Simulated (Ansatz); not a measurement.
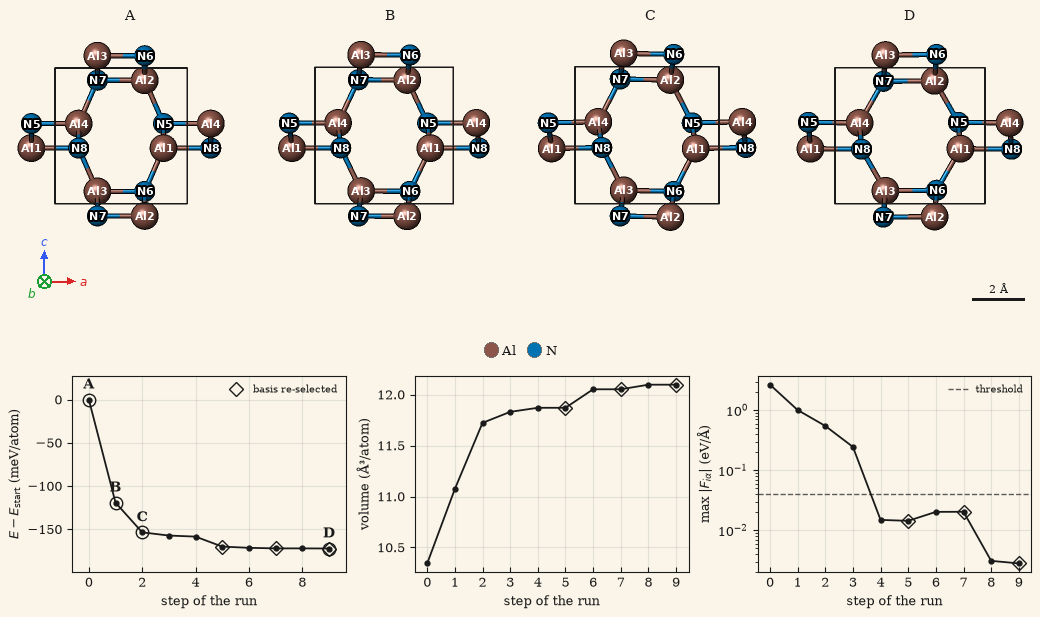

Frames of a relaxation of a crystal of AlN (a generated structure, set up in Pnma) (coarse preliminary run), marked on the history of the run. The picture is a ball-and-stick view of the cell of the calculation, seen along the b axis.

Level of theory: DFT PBE, scalar-relativistic, plane waves, PAW (Ansatz 0.2.0). Settings: plane-wave cutoff 420 eV; k-point mesh 4 × 6 × 4; occupations gaussian; smearing width 0.1 eV; no spin polarisation; cell and atoms relaxed; force threshold 0.04 eV/Å; at most 70 steps.

Question: What happens along the run?

Answer: The energy falls by 172 meV per atom in 6 accepted moves (9 points after the start). Largest force component: 2.7 eV/Å at the start, 0.0028 eV/Å at the end. Pressure: 29.01 GPa at the start and 0.00 GPa at the end. At 3 points the geometry stayed and the basis and grid were re-selected for the new cell (energy shift of 11.5 meV per atom at most each time). The largest moves relative to the cell, 0.090 Å, are those of Al1, Al2, Al3 and Al4. Al4 goes along [−3 0 1]. By element the largest moves are Al 0.090 Å, N 0.046 Å. The drawn cell changes as follows: a 5.091 → 5.778 Å (+13.5 %), b 3.110 → 3.202 Å (+3.0 %), c 5.227 → 5.230 Å (+0.1 %); the volume changes by +17.0 %. Among the contacts that change: Al1–N8 1.822 → 1.972 Å, Al1–N5 1.820 → 1.897 Å, Al1–N6 1.818 → 1.845 Å. Bond angles that change, for instance: Al2–N5–Al4 113.5° → 120.4°, N6–Al1–N8 113.5° → 119.2°, N5–Al1–N8 90.0° → 92.7°. The space group stays Pnma (No. 62). Cost: 57 s on 1 thread of Arm Neoverse V1, on a shared host, peak memory 0.37 GiB. From step 0 to 1: Al atoms move most (0.07 Å), volume +7.1 %, energy −119 meV per atom. From step 1 to 2: Al atoms move most (0.03 Å), volume +5.9 %, energy −34.4 meV per atom. From step 2 to 9: N atoms move most (0.07 Å), volume +3.2 %, energy −18.7 meV per atom.
